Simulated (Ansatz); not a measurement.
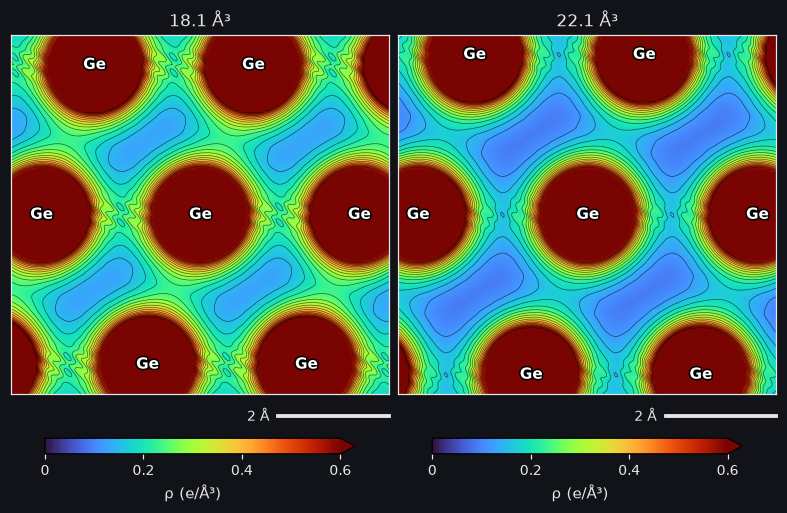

Ge. The valence pseudo-density of cells scaled evenly to different volumes (given per atom above each panel), on the (101̄) plane of each (indices in the axes of the cell below), at one length scale and on one colour scale.

A generated structure, not necessarily the stable one.

Computed with DFT, revPBE, plane waves (420 eV) with PAW, scalar-relativistic in Ansatz.

The density is the valence pseudo-density of a PAW calculation; it isn't the true density close to the nuclei.

The largest cell:

```
Ge
1.0
    -1.76662    1.76662    1.76662
     1.76662   -1.76662    1.76662
     1.76662    1.76662   -1.76662
Ge
1
Direct
  0.00000 0.00000 0.00000
```

| volume (Å³/atom) | Ge–Ge contact in the plane (Å) | ρ at its midpoint (e/Å³) | pressure (GPa) | 
| --- | --- | --- | --- |
| 18.12 | 2.866 | 0.239 | 5.4 | 
| 19.69 | 2.946 | ? | ? | 
| 22.05 | 3.060 | 0.146 | −5.5 | 

Estimate the missing row, and compare with the calculation.

Over the known rows ln ρ falls by 2.54 per Å of Ge–Ge distance (the line through the two), which gives 0.195 e/Å³ at 2.946 Å; the calculation gives 0.213 e/Å³. For the pressure, a straight line in volume between the neighbouring rows gives 1.0 GPa; the calculation gives −0.4, lower because pressure rises ever faster on compression.
